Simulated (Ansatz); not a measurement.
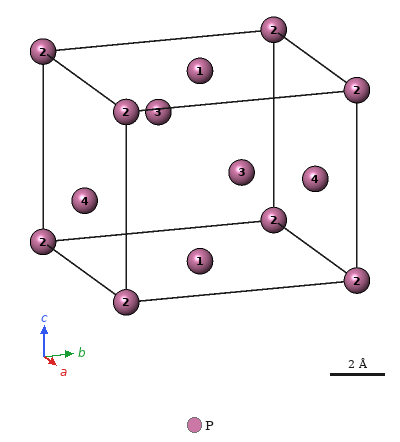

Figure 1. The structure as given in the input (ball-and-stick view of the cell of the calculation, seen slightly off an axis; atoms are numbered from 1 in the order of the input). An atom can appear more than once, as a periodic image.

## Geometry relaxation of P

- system: P (P4/nmm, 4 atoms in the cell)
- method: DFT PBEsol, scalar-relativistic, plane waves, PAW, spin-polarised (Ansatz 0.2.0)

The structure derives from a Materials Project entry. Figures and captions count atoms from 1; the log counts them from 0 in places.

### The input
```yaml
crystal:
  lattice:
    - [9.2, 0.0, 0.0]
    - [0.0, 9.2, 0.0]
    - [0.0, 0.0, 7.4]
  atoms:
    - { symbol: P, position: [0.5, 0.5, 0.0], spin: 3.2 }
    - { symbol: P, position: [0.0, 0.0, 0.0], spin: 3.2 }
    - { symbol: P, position: [0.0, 0.5, 0.625], spin: 3.2 }
    - { symbol: P, position: [0.5, 0.0, 0.375], spin: 3.2 }
basis:
  ecutwfc: 420
kpoints:
  mp_grid: { grid: [4, 4, 4] }
hamiltonian:
  xc: pbesol
scf:
  occupations: { method: gaussian, width: 0.02 }
output:
  forces: true
  stress: true
  eigenvalues: true
  populations: true
  write_density: true
  write_potential: true
  elf: true
  volumetric_format: npy
magnetization:
  spin_polarized: true
relax:
  adjacent_minimum: "off"
  f_tol: 0.005
  max_steps: 80
  cell: { stress_tol: 0.05 }
```

Command:
```bash
ansatz run input.yaml --threads 2 --pin off --max-ram 5120MiB --backend cpu --events-out ev --progress --plain --runs-dir out
```

### Log
```
Engine: ansatz 0.2.0, x86_64-unknown-linux-gnu
Pseudopotentials: kind: paw
Pseudopotential: P, paw, valence charge 5, recommended cutoff 420 eV (normal), P.paw.azcp
Functional definition: PBEsol
  exchange = pbesol_x
  correlation = pbesol_c
Crystal: 4 atoms, lattice volume = 626.336 Å³
Basis set: ecut = 420 eV, 12277 PW (Γ), exchange–correlation on 128×128×100 points (8 copies of the dense FFT grid, shifted against one another)
Bands: 21, of which v1, the nominal top of the filled ones, is band 10 counted from 1 (9 counted from 0)
Symmetry: 16 space group operations
Space group: P4/nmm (ITA 129), of the structure as read, at distance tolerance 8.6e-5 Å
Magnetic group: BNS 129.411 (UNI 1071), of the structure as read, at distance tolerance 8.6e-5 Å
k-points: 18 of 64
Non-local potential: P, projectors of the file, l = 0: 2, l = 1: 2, l = 2: 2
PAW form: soft (Blöchl's): semilocal exchange-correlation on the pseudo side does not see the compensation charge
PAW frozen core: P, regenerated for the run's functional, and the local potential with it (the file was generated under x = pbe(κ = 0.804, μ = 0.2195149727645171), c = pbe(β = 0.06672455060314922))
PAW one-centre angular grid: P, 110 points (default); XC on 64 Gauss nodes
Initial density: superposition of atomic densities (chi_scale 0.1, normalization cell)
Starting moments: Σ|m| = 12.8 μB on 4 of 4 sites
Initial wavefunctions: pseudopotential atomic-orbital guess
Functional: x = pbesol(κ = 0.804, μ = 0.12345679012345678), c = pbesol(β = 0.046)
iter 1 solved again at ethr=4.92e-4 eV; its pass at ethr=3.10e-3 eV (dr2=9.83e-2 eV) is discarded
SCF iter   1: F=—  HF=-2944.347849 eV  |F-HF|=—  |Δ(HF+E_count)|=         —  Δρ=6.32e-3 (↑3.83e-3 ↓6.32e-3)  dr2=1.00e-1  dr2_m=1.47e-1  M=12.000 μB ∫|m|=12.000 μB  β_m=0.30  ethr=4.92e-4  ⟨swp⟩=1.1  Hψ=4809  notcnv=0
preconditioner: auto → Resta (q_TF=auto, 1.537 Å⁻¹)  ε∞=1.8  [insulator: Δε(μ)=2.354 eV  Ē_g=7.447 eV  σ=0.020 eV  W_gap=1.00  n_scr=38 (ndim 8)  ℏωp=6.6 eV  f_vac=0.432  D(μ)=0.00/eV (n_scr^D=0)  ε∞_Penn≈1.8]
spin=Collinear: Resta preconditioning applied to the charge; magnetization (m = ρ↑ − ρ↓) channel mixes plain (no charge-response kernel on spin).
SCF iter   2: F=—  HF=-2944.431510 eV  |F-HF|=—  |Δ(HF+E_count)|=   8.37e-2  Δρ=4.48e-3 (↑3.22e-3 ↓4.48e-3)  dr2=3.11e-2  dr2_m=8.47e-2  M=12.000 μB ∫|m|=12.000 μB  β_m=0.30  ethr=4.92e-4  ⟨swp⟩=2.2  Hψ=1336  notcnv=0
SCF iter   3: F=—  HF=-2944.483487 eV  |F-HF|=—  |Δ(HF+E_count)|=   5.20e-2  Δρ=3.05e-3 (↑3.05e-3 ↓2.97e-3)  dr2=1.05e-3  dr2_m=5.19e-2  M=12.000 μB ∫|m|=12.000 μB  β_m=0.30  ethr=1.55e-4  ⟨swp⟩=2.2  Hψ=1446  notcnv=0
SCF iter   4: F=—  HF=-2944.519081 eV  |F-HF|=—  |Δ(HF+E_count)|=   3.56e-2  Δρ=2.37e-3 (↑2.37e-3 ↓2.11e-3)  dr2=7.11e-4  dr2_m=2.88e-2  M=12.000 μB ∫|m|=12.000 μB  β_m=0.30  ethr=5.25e-6  ⟨swp⟩=2.3  Hψ=1527  notcnv=0
SCF iter   5: F=—  HF=-2944.538111 eV  |F-HF|=—  |Δ(HF+E_count)|=   1.90e-2  Δρ=1.63e-3 (↑1.63e-3 ↓1.56e-3)  dr2=6.71e-5  dr2_m=1.46e-2  M=12.000 μB ∫|m|=12.000 μB  β_m=0.30  ethr=3.55e-6  ⟨swp⟩=3.4  Hψ=1703  notcnv=0
SCF iter   6: F=—  HF=-2944.548213 eV  |F-HF|=—  |Δ(HF+E_count)|=   1.01e-2  Δρ=1.15e-3 (↑1.14e-3 ↓1.15e-3)  dr2=2.80e-6  dr2_m=7.51e-3  M=12.000 μB ∫|m|=12.000 μB  β_m=0.30  ethr=3.36e-7  ⟨swp⟩=2.5  Hψ=1584  notcnv=0
Mixer restart at iter 6: flushing history
spin-set hold released at iteration 6 (site moments contracting): the magnetisation degrees of freedom join the quasi-Newton model from the next iteration; the mixer history was flushed
SCF iter   7: F=—  HF=-2944.553582 eV  |F-HF|=—  |Δ(HF+E_count)|=   5.37e-3  Δρ=8.61e-4 (↑8.61e-4 ↓8.31e-4)  dr2=1.35e-5  dr2_m=4.11e-3  M=12.000 μB ∫|m|=12.000 μB  β_m=0.65  ethr=1.40e-8  ⟨swp⟩=3.0  Hψ=1782  notcnv=0
SCF iter   8: F=—  HF=-2944.559920 eV  |F-HF|=—  |Δ(HF+E_count)|=   6.34e-3  Δρ=1.59e-5 (↑1.59e-5 ↓1.35e-5)  dr2=6.69e-6  dr2_m=6.35e-7  M=12.000 μB ∫|m|=12.000 μB  β_m=0.71  ethr=1.40e-8  ⟨swp⟩=4.0  Hψ=2488  notcnv=0
SCF iter   9: F=—  HF=-2944.559918 eV  |F-HF|=—  |Δ(HF+E_count)|=   1.79e-6  Δρ=4.55e-6 (↑1.95e-6 ↓4.55e-6)  dr2=9.15e-8  dr2_m=5.62e-8  M=12.000 μB ∫|m|=12.000 μB  β_m=0.85  ethr=5.00e-10  ⟨swp⟩=9.4  Hψ=5435  notcnv=0
iter 10 did not close the SCF: its close was put off until two iterations running show no level that it waits for move by more than its bar (scf_convergence_deferred on its scf_iter line)
SCF iter  10: F=-2944.559919 eV  HF=-2944.559919 eV  |F-HF|=5.17e-8  |Δ(HF+E_count)|=   8.26e-7  Δρ=7.11e-7 (↑5.85e-7 ↓7.11e-7)  dr2=5.80e-9  dr2_m=2.14e-9  M=12.000 μB ∫|m|=12.000 μB  β_m=0.91  ethr=4.58e-10  ⟨swp⟩=9.8  Hψ=4382  notcnv=0
SCF iter  11: F=-2944.559919 eV  HF=-2944.559919 eV  |F-HF|=2.19e-9  |Δ(HF+E_count)|=   5.25e-8  Δρ=1.22e-7 (↑1.22e-7 ↓3.12e-8)  dr2=1.83e-10  dr2_m=2.14e-11  M=12.000 μB ∫|m|=12.000 μB  ethr=2.90e-11  ⟨swp⟩=5.0  Hψ=3441  notcnv=0
SCF 1 converged in 11 iterations: F = -2944.559919 eV  dr2 = 1.83e-10
  greatest PAW one-centre occupation: 0.846 electrons in one spin orbital (limit 2), on the P atom at site 3 (counted from 0), in its partial waves of l = 0
relax step   1: F+E_penalty+E_count = -2944.55991894 eV  Δ(F+E_penalty+E_count) = +0.000e0 eV  max|allowed force component| = 2.188e-3 eV/Å  Δτ_max = 0.0000 Å  P = +0.000 GPa  Ω = 626.336 Å³  (11 SCF iters, dr2 threshold 1.00e-7 eV, accepted)
Initial density: handed on by an earlier stage of this run
Starting moments: Σ|m| = 12.8 μB on 4 of 4 sites; this step starts from the density that it was given
Initial wavefunctions: pseudopotential atomic-orbital guess (no wavefunctions were taken with the density)
iter 1 solved again at ethr=3.00e-8 eV; its pass at ethr=3.10e-3 eV (dr2=6.01e-6 eV) is discarded
SCF iter   1: F=—  HF=-2944.559911 eV  |F-HF|=—  |Δ(HF+E_count)|=         —  Δρ=1.11e-7 (↑1.11e-7 ↓4.83e-8)  dr2=1.36e-10  dr2_m=2.22e-11  M=12.000 μB ∫|m|=12.000 μB  β_m=0.30  ethr=3.00e-8  ⟨swp⟩=5.5  Hψ=6912  notcnv=0
eigensolver tolerance schedule: the retry pair's looser diagonalisation over-reported the residual by 44156.16 of it (diagonalisation noise at 0.75 of the residual, at the tolerance the schedule requests for it); recorded, not acted on — ethr = c·dr2/N_el stays at c = 1.0e-1
preconditioner: auto → Resta (q_TF=auto, 1.537 Å⁻¹)  ε∞=1.8  [insulator: Δε(μ)=2.164 eV  Ē_g=7.322 eV  σ=0.020 eV  W_gap=1.00  n_scr=38 (ndim 8)  ℏωp=6.6 eV  f_vac=0.467  D(μ)=0.00/eV (n_scr^D=0)  ε∞_Penn≈1.8]
spin=Collinear: Resta preconditioning applied to the charge; magnetization (m = ρ↑ − ρ↓) channel mixes plain (no charge-response kernel on spin).
SCF iter   2: F=—  HF=-2944.559919 eV  |F-HF|=—  |Δ(HF+E_count)|=   7.96e-6  Δρ=9.43e-8 (↑9.43e-8 ↓2.46e-8)  dr2=1.14e-10  dr2_m=1.20e-11  M=12.000 μB ∫|m|=12.000 μB  β_m=0.65  ethr=1.00e-12  ⟨swp⟩=3.8  Hψ=1557  notcnv=0
SCF iter   3: F=-2944.559919 eV  HF=-2944.559919 eV  |F-HF|=2.13e-10  |Δ(HF+E_count)|=   1.13e-9  Δρ=2.24e-8 (↑2.24e-8 ↓1.33e-8)  dr2=9.47e-12  dr2_m=7.04e-13  M=12.000 μB ∫|m|=12.000 μB  ethr=1.00e-12  ⟨swp⟩=6.4  Hψ=3410  notcnv=0
SCF 2 converged in 3 iterations: F = -2944.559919 eV  dr2 = 9.47e-12
relax step   2: F+E_penalty+E_count = -2944.55991894 eV  Δ(F+E_penalty+E_count) = -7.731e-11 eV  max|allowed force component| = 2.188e-3 eV/Å  Δτ_max = 0.0000 Å  P = +0.000 GPa  Ω = 626.336 Å³  stress off target by 7.86e-4 GPa  SCF on the basis re-selected at this cell (its energy is not comparable with the rows above)  (3 SCF iters)
```

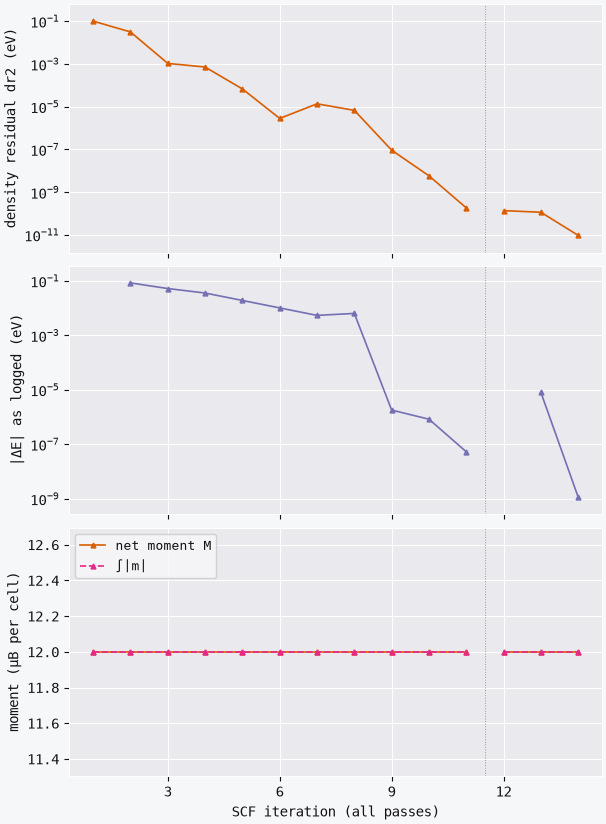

Figure 2. Convergence of the self-consistent field: density residual dr2, size of the energy change and magnetic moment against the SCF iteration. The dotted lines part the SCF passes of the relaxation: geometry steps, rejected trials and re-solves on a re-selected basis. The passes take 11 and 3 iterations. The net moment stays at 12.0 μB per cell.

```
basis re-selected at this cell: Δ(F+E_penalty+E_count) = -7.731e-11 eV, ΔP = +0.000 GPa vs the last step (what re-selecting the basis moved, of the pressure what is left beyond the Pulay correction that the steps carried, after the strain that the cell walked since its last selection, with what the two solves' SCF thresholds leave and, on support functions, any second-order correction that the steps lacked; it is no measure of the basis error at this ecutwfc). This SCF's stress stands 7.86e-4 GPa from its target on what of the cell is left free (relax.cell.stress_tol is 5.00e-2 GPa) and its largest allowed force component is 2.19e-3 eV/Å (relax.f_tol is 5.00e-3 eV/Å): within both
WARN: The input density's exchange-correlation potential varies sharply where the density is thin. Do not read a vacuum level from v_tot or v_xc, or from such a field of the output density. On a cell that repeats whose density bears no net charge and no dipole along the vacuum's axis use v_es (v_loc + v_h of the components); under efield.dipole_correction with no amplitude use v_es + v_field, which holds any external_charges[].barrier, or the levels of the report's work_function block, which leave it out; under a non-zero efield.amplitude the vacuum is tilted and has no level; on a cell that repeats and bears such a dipole with no correction it is tilted too, and efield.dipole_correction with no amplitude gives each side of its ramp a level where efield: is served; in a cell that repeats whose density bears a net charge (total_charge, or a fill off its count) it is curved and has none; of a slab under crystal.periodic whose density bears no net charge use v_es, which has a level on each side, short of where the two are joined; of another it falls or rises all the way out and has none; of a slab beside external_charges read slab_vacuum_level instead, which it has where they leave it neutral. The grid or the basis barely resolves most such structure, and the values can differ between equally converged runs; as a rule a tighter scf.convergence.dr2_threshold does not remove it. Where the density itself ripples (under the LDA too) a higher basis.ecutwfc lessens it. The files hold the spikes' plane waves up to the density's cutoff. Files: v_tot and the like, and their columns of v_z.tsv (output.write_potential); v_xc and the like, and their columns of v_comp_z.tsv (output.write_potential_components); where files of the output density stand in their place, no point of their own thin density is over the threshold below, and this is of outcome.potential() and, of a run that writes arrays (npy), the arrays of these names. Measured: with its Gaussian average of σ = 0.25 Å subtracted twice, the exchange-correlation potential is over 0.1 eV at 56392 of the grid points where the equally averaged density (valence and model cores) is under 1e-3 e/Å³, and 4.15 eV at the most among them, at an averaged density of 2.1e-4 e/Å³. See output.write_potential in the manual, Limitations
SCF converged after 3 iterations
Magnetization: 12.0000 μB (16.0000 up, 4.0000 down)
Absolute magnetization: 12.0002 μB (∫|ρ↑−ρ↓|, with the PAW one-centre terms)
Spin contamination: 0.0016 ħ² per cell (⟨S²⟩ above its minimum at these occupations)
Per-site moments (μB) at R_I (Å): [(2.906559759740319, 2.216036038212432), (2.906559759740319, 2.216036038212432), (2.906447271012392, 2.216036038212432), (2.906447271012392, 2.216036038212432)]
Free energy (F): -2944.559919 eV
Harris-Foulkes:  -2944.559919 eV  (|F-HF|=2.13e-10)
Internal energy: -2944.559919 eV  (E = F + TS)
E sigma→0 (E₀):  -2944.559919 eV
Fermi energy:    -3.545984 eV
--- Per-component energies (eV) ---
  E_band       = -151.901638
  E_kinetic    = 263.104923
  E_local      = -737.516476  (includes V_loc(G=0)·N_el)
  E_nonlocal   = 138.128325
  E_hartree    = 219.101895
  E_xc         = -229.503812
  E_vxc        = -223.461517  (∫ρ·V_xc dr)
  E_paw        = -2216.083357  (= ΣΔE_a)
  E_vpaw       = -30.360726  (= ΣTr[D̂ρ^β])
  E_aug_tail   = 0.000013  (compensation charges beyond the density's cutoff)
  E_ewald      = -381.975815
  E_core_change = 0.184384  (= ΣΔE_core)
  E_smearing   = -0.000000  (= −TS)
  E_closure    = -0.000000  (closes the sum)
  Σ components = -2944.559919   (vs F -2944.559919, Δ=0.00e0)
--- Forces (eV/Å), atoms counted from 1 ---
  atom   1  P      0.00000000     0.00000000    -0.00000000
  atom   2  P      0.00000000     0.00000000     0.00000000
  atom   3  P      0.00000000     0.00000000    -0.00218787
  atom   4  P      0.00000000     0.00000000     0.00218787
  max |Σ_I F_I| component: 4.34e-19 eV/Å
--- Stress (GPa, compression-positive) ---
        0.000786       0.000000       0.000000
        0.000000       0.000786       0.000000
        0.000000       0.000000      -0.000602
  P = ⅓ Tr σ = 0.0003 GPa (0.003 kbar)
--- Band table (eV; the first three rows and the last of 36) ---
  k-point 0 ↑: bands = ["-13.2552", "-13.2345", "-13.2337", "-13.2183", "-4.8857", "-4.8857", "-4.8022", "-4.8012", "-4.8012", "-4.7292", "-4.7229", "-4.6595", "-4.6288", "-4.6288", "-4.6280", "-4.6280", "0.1032", "1.6024", "1.6221", "2.1206", "2.2074"]
  k-point 1 ↑: bands = ["-13.2532", "-13.2352", "-13.2335", "-13.2193", "-4.8669", "-4.8669", "-4.7980", "-4.7980", "-4.7932", "-4.7382", "-4.7318", "-4.6899", "-4.6477", "-4.6477", "-4.6311", "-4.6311", "0.3500", "1.7553", "1.8785", "1.9063", "2.3563"]
  k-point 2 ↑: bands = ["-13.2508", "-13.2363", "-13.2334", "-13.2202", "-4.8400", "-4.8400", "-4.8013", "-4.8013", "-4.7692", "-4.7503", "-4.7407", "-4.7318", "-4.6616", "-4.6616", "-4.6408", "-4.6408", "0.9883", "1.0174", "2.3194", "2.3511", "2.3511"]
  k-point 17 ↓: bands = ["-10.5289", "-10.5289", "-10.5286", "-10.5286", "-2.4517", "-2.4517", "-2.4394", "-2.4394", "-2.1755", "-2.1755", "-2.1518", "-2.1518", "-2.0525", "-2.0525", "-2.0414", "-2.0414", "2.4080", "2.4080", "2.4934", "2.4934", "2.9864"]
--- Relaxed structure (1 steps of the walk, 1 accepted, 1 SCFs on fresh bases) ---
  F+E_penalty+E_count = -2944.55991894 eV   max|allowed force component| = 2.188e-3 eV/Å   (the final SCF, on the basis selected at the relaxed cell)
  cell:  # Å, volume = 626.3360 Å³
    - [9.2, 0.0, 0.0]
    - [0.0, 9.2, 0.0]
    - [0.0, 0.0, 7.4]
  atoms:
    - { symbol: P, position: [0.5, 0.5, 0.0] }
    - { symbol: P, position: [0.0, 0.0, 0.0] }
    - { symbol: P, position: [0.0, 0.5, 0.625] }
    - { symbol: P, position: [0.5, 0.0, 0.37500000000000006] }
--- Löwdin populations: 4 sites ---
  site symbol       q [e]    m [muB]
     0      P      4.9980     2.9983
     1      P      4.9980     2.9983
     2      P      4.9980     2.9983
     3      P      4.9980     2.9983
  spilling = 0.000409 (of n_electrons = 20.000000)
```

### File populations.tsv
```
# site	symbol	l	j	q_up	q_dn
# orbitals = lowdin
# n_electrons = 20.000000
# spilling = 0.000409
0	P	0_3S	-	0.999958	0.999663
0	P	1_3P	-	2.998189	0.000144
1	P	0_3S	-	0.999958	0.999663
1	P	1_3P	-	2.998189	0.000144
2	P	0_3S	-	0.999958	0.999665
2	P	1_3P	-	2.998189	0.000142
3	P	0_3S	-	0.999958	0.999665
3	P	1_3P	-	2.998189	0.000142
```

### Trajectory as extended XYZ (Å, eV, eV/Å), 2 frames, from step=1 to step=2
```
4
Lattice="9.2000 0.0000 0.0000 0.0000 9.2000 0.0000 0.0000 0.0000 7.4000" Properties=species:S:1:pos:R:3:forces:R:3 step=1 energy=-2944.55992 pressure_GPa=0.00
P     4.6000    4.6000    0.0000    0.0000   0.0000   0.0000
P     0.0000    0.0000    0.0000    0.0000   0.0000   0.0000
P     0.0000    4.6000    4.6250    0.0000   0.0000  -0.0022
P     4.6000    0.0000    2.7750    0.0000   0.0000   0.0022
4
Lattice="9.2000 0.0000 0.0000 0.0000 9.2000 0.0000 0.0000 0.0000 7.4000" Properties=species:S:1:pos:R:3:forces:R:3 step=2 energy=-2944.55992 pressure_GPa=0.00
P     4.6000    4.6000    0.0000    0.0000   0.0000   0.0000
P     0.0000    0.0000    0.0000    0.0000   0.0000   0.0000
P     0.0000    4.6000    4.6250    0.0000   0.0000  -0.0022
P     4.6000    0.0000    2.7750    0.0000   0.0000   0.0022
```

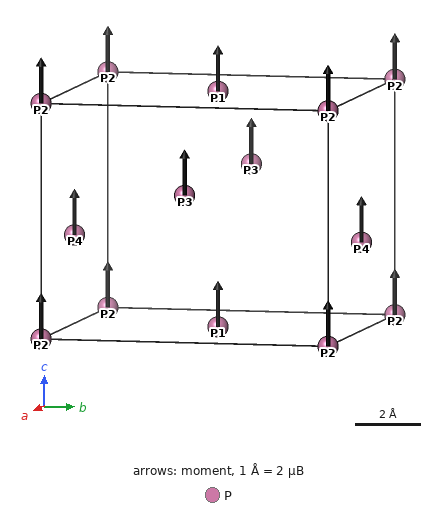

Figure 3. Magnetic moments of the sites as black arrows (ball-and-stick view of the cell of the calculation, seen slightly off an axis; atoms are numbered from 1 in the order of the input); small moments hardly show. The run is collinear, so the axis drawn is arbitrary. Site moments: all 4 P atoms (2.91 μB). They are counted near the atoms and needn't add up to the moment of the cell.

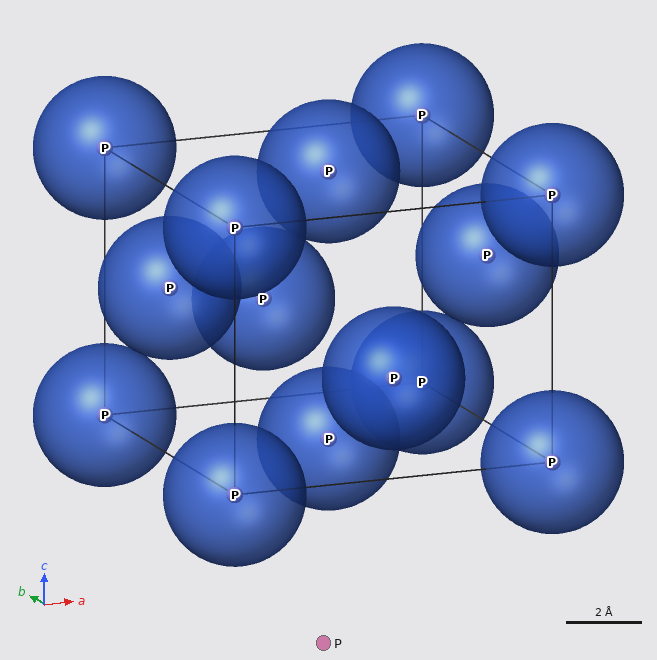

Figure 4. Isosurfaces of the spin density (up minus down) at +0.015 (blue) and −0.015 e/Å³ (red), seen slightly off an axis. Sticks mark near contacts. The outline is the cell set on symmetry axes. The cell of the calculation (4 atoms) carries 12.0 μB net. Only one sign reaches the isovalue. The fields are those of the smooth PAW valence density.

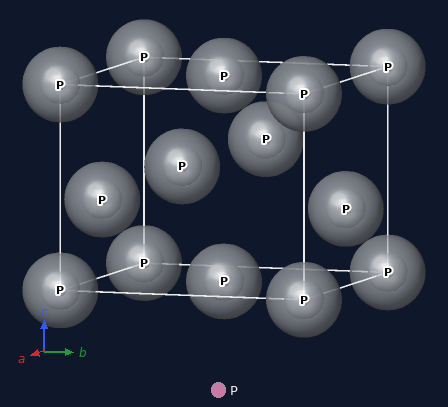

Figure 5. Isosurface of the ELF at 0.85 (grey), seen slightly off an axis. Only the valence region is drawn (cores and ρ < 0.01 e/Å³ removed). Sticks mark near contacts. The outline is the cell set on symmetry axes. Along the contacts the grid gives the following.

### Summary

```csv
quantity,value
outcome,converged
space group (tolerance 0.01 Å),P4/nmm (129)
electrons treated,20
free energy,−2944.5599 eV
Fermi energy,−3.546 eV
gap on the k-point mesh,2.16 eV
net moment of the cell,12.00 μB
integrated absolute moment,12.00 μB
pressure,0.00 GPa
final volume,626.34 Å³
largest force (length of the vector) at the end,0.002 eV/Å
final cell,"a = 9.200 Å, b = 9.200 Å, c = 7.400 Å, α = 90.00°, β = 90.00°, γ = 90.00°"
hardware,"2 threads of Intel Xeon (Granite Rapids), 32 GiB of memory available, shared host"
wall time,20 s (CPU time 37 s)
peak memory,0.96 GiB
```

### Remarks

Warnings of the run: the exchange-correlation potential is rough where the density is thin.
